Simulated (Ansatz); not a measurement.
# Zn15Se16 (cell charge −2, with a compensating background) (cell with a defect): what the fields show

Input file:

```
crystal:
  lattice:
    - [-5.7317611784, -5.7317611784, 5.7317611784]
    - [5.7317611784, 5.7317611784, 5.7317611784]
    - [-5.7317611784, 5.7317611784, -5.7317611784]
  atoms:
    - { symbol: Zn, position: [0.25, 0.5, 0.25] }
    - { symbol: Zn, position: [0.5, 0.5, 0.0] }
    - { symbol: Zn, position: [0.75, 0.5, 0.75] }
    - { symbol: Zn, position: [0.5, 0.75, 0.75] }
    - { symbol: Zn, position: [0.25, 0.0, 0.75] }
    - { symbol: Zn, position: [0.0, 0.5, 0.5] }
    - { symbol: Zn, position: [0.75, 0.75, 0.5] }
    - { symbol: Zn, position: [0.5, 0.0, 0.5] }
    - { symbol: Zn, position: [0.25, 0.25, 0.5] }
    - { symbol: Zn, position: [0.0, 0.75, 0.25] }
    - { symbol: Zn, position: [0.75, 0.0, 0.25] }
    - { symbol: Zn, position: [0.5, 0.25, 0.25] }
    - { symbol: Zn, position: [0.0, 0.0, 0.0] }
    - { symbol: Zn, position: [0.75, 0.25, 0.0] }
    - { symbol: Zn, position: [0.0, 0.25, 0.75] }
    - { symbol: Se, position: [0.0, 0.25, 0.0] }
    - { symbol: Se, position: [0.25, 0.25, 0.75] }
    - { symbol: Se, position: [0.0, 0.5, 0.75] }
    - { symbol: Se, position: [0.5, 0.25, 0.5] }
    - { symbol: Se, position: [0.25, 0.5, 0.5] }
    - { symbol: Se, position: [0.0, 0.75, 0.5] }
    - { symbol: Se, position: [0.75, 0.25, 0.25] }
    - { symbol: Se, position: [0.5, 0.5, 0.25] }
    - { symbol: Se, position: [0.25, 0.75, 0.25] }
    - { symbol: Se, position: [0.0, 0.0, 0.25] }
    - { symbol: Se, position: [0.75, 0.5, 0.0] }
    - { symbol: Se, position: [0.5, 0.75, 0.0] }
    - { symbol: Se, position: [0.25, 0.0, 0.0] }
    - { symbol: Se, position: [0.75, 0.75, 0.75] }
    - { symbol: Se, position: [0.5, 0.0, 0.75] }
    - { symbol: Se, position: [0.75, 0.0, 0.5] }
total_charge: -2
basis:
  ecutwfc: 420
  xc_grid: 2
kpoints:
  mp_grid: { grid: [2, 2, 2], shift: [0.5, 0.5, 0.5] }
hamiltonian:
  xc: pbe
scf:
  occupations: { method: gaussian, width: 0.02 }
output:
  forces: true
  stress: false
  eigenvalues: true
  write_density: true
  write_potential: true
  elf: true
  volumetric_format: npy
relax:
  adjacent_minimum: "off"
  f_tol: 0.02
  max_steps: 60
```

Command:

```sh
ansatz run input.yaml --threads 8 --pin off --max-ram 20480MiB --backend cpu --events-out ev --progress --plain --runs-dir out
```

The fields are those of the relaxed geometry.

All numbers below come from Ansatz 0.2.0, DFT PBE, scalar-relativistic, plane waves, PAW.

The density is the valence pseudo-density of a PAW calculation; it isn't the true density close to the nuclei.

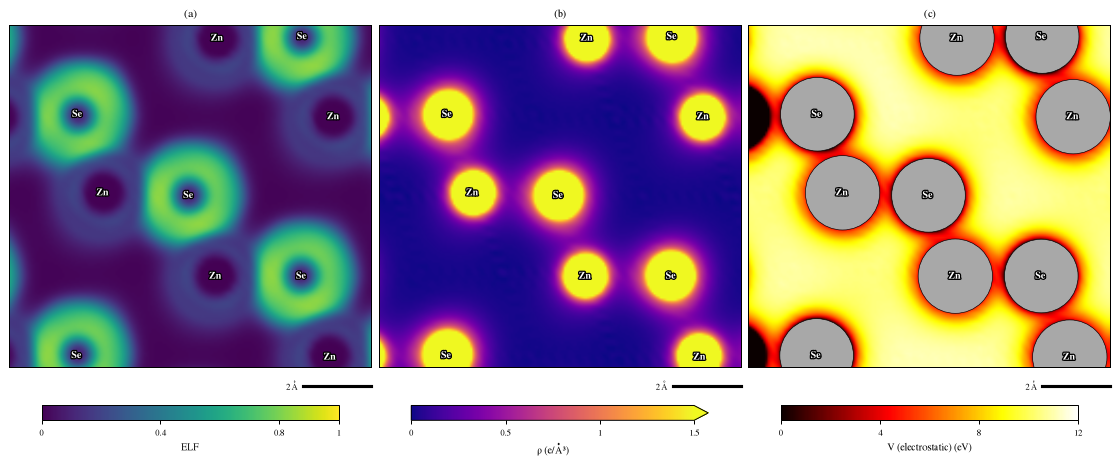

Figure 1. (a) electron localisation function; (b) valence pseudo-density; (c) electrostatic potential energy of an electron on the (100) plane of the calculation cell. Grey discs cover the atomic cores in the potential map.

**Describe what can be read from this map.**

- Atoms in the plane: Zn and Se.
- Zn–Se (2.43 Å): the density is about 0.5 e/Å³ at the midpoint, with its minimum of 0.44 e/Å³ about 1.1 Å from Zn; the ELF is about 0.60 at the midpoint.
- Zn–Se (2.50 Å): ρ at the midpoint is about 0.45 e/Å³, with its minimum of 0.38 e/Å³ about 1.1 Å from Zn; the ELF is about 0.60 at the midpoint.
- The density dies away to nearly zero in the voids.
- Outside the cores the potential energy rises away from the atoms and is highest about 2.3 Å from the nearest atoms; its zero is arbitrary.

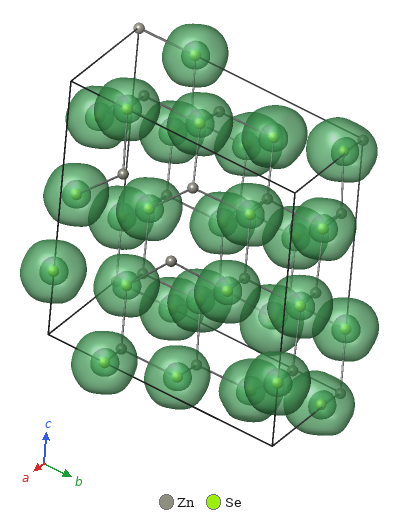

Figure 2. Isosurface of the electron localisation function at 0.65 (green), seen slightly off an axis. Core shells and regions of very low density are left out. Sticks mark near contacts.

**What do the ELF domains correspond to?**

The ELF exceeds this value in 16 regions wrapped around Se (the valence shell of each), counted in one cell of 31 atoms. Regions shared between cells count once. Profiles from the grid: Zn–Se (2.49 Å): the ELF is about 0.60 at the midpoint.

**Does the calculation make it a metal, or give it a gap?**

It is gapped, with a Kohn–Sham gap of 2.7 eV on the k-point mesh (the band edges may lie off the mesh, which would make the gap smaller).
